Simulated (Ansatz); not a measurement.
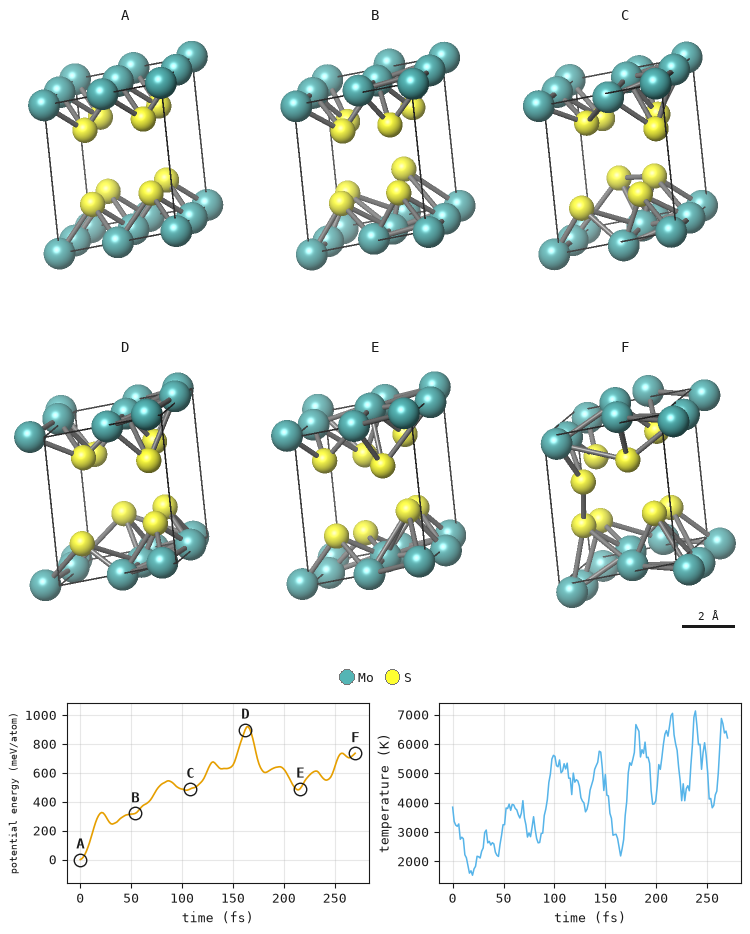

A Born-Oppenheimer molecular dynamics run of a 12-atom cell of MoS2 (set up in R-3m), 270 fs long. The cell was cut from the crystal with space group R-3m. Frames (A at 0 fs, B at 54 fs, C at 108 fs, D at 162 fs, E at 216 fs, F at 270 fs) and the history of the run. Style: ball-and-stick. Shown: the reduced simulation cell, slightly off an axis. Bonds to atoms that aren't drawn are left out. Lengths and directions refer to the drawn axes.

Theory: DFT LDA, scalar-relativistic, plane waves, PAW (Ansatz 0.2.0). Run with plane-wave cutoff 420 eV; k-point mesh 3 × 3 × 3; Fermi-Dirac smearing 0.36 eV; Langevin thermostat (NVT); set temperature 4200 K; time step 1.5 fs; friction 0.02 per fs.

What do the frames and curves show?

Root-mean-square distances from the starting positions over the second half, with the common drift of all atoms taken out: S 0.55 Å, Mo 0.44 Å. Against the typical shortest distance between atoms in the first frame, about 2.4 Å these are large excursions, but over 270 fs one can't yet tell strong vibration from the start of diffusion. Bond changes: 3 S–S bonds form between 98 fs and 190 fs; 2 S–S bonds break between 176 fs and 219 fs. Over the second half the temperature averages 5087 K (spread ±1176 K). The temperature is still climbing (4179 K in the second quarter, 5564 K in the last), so the run isn't equilibrated. The potential energy in the second half lies on average 650 meV per atom above the first frame.

PAW datasets: the set soft_1.
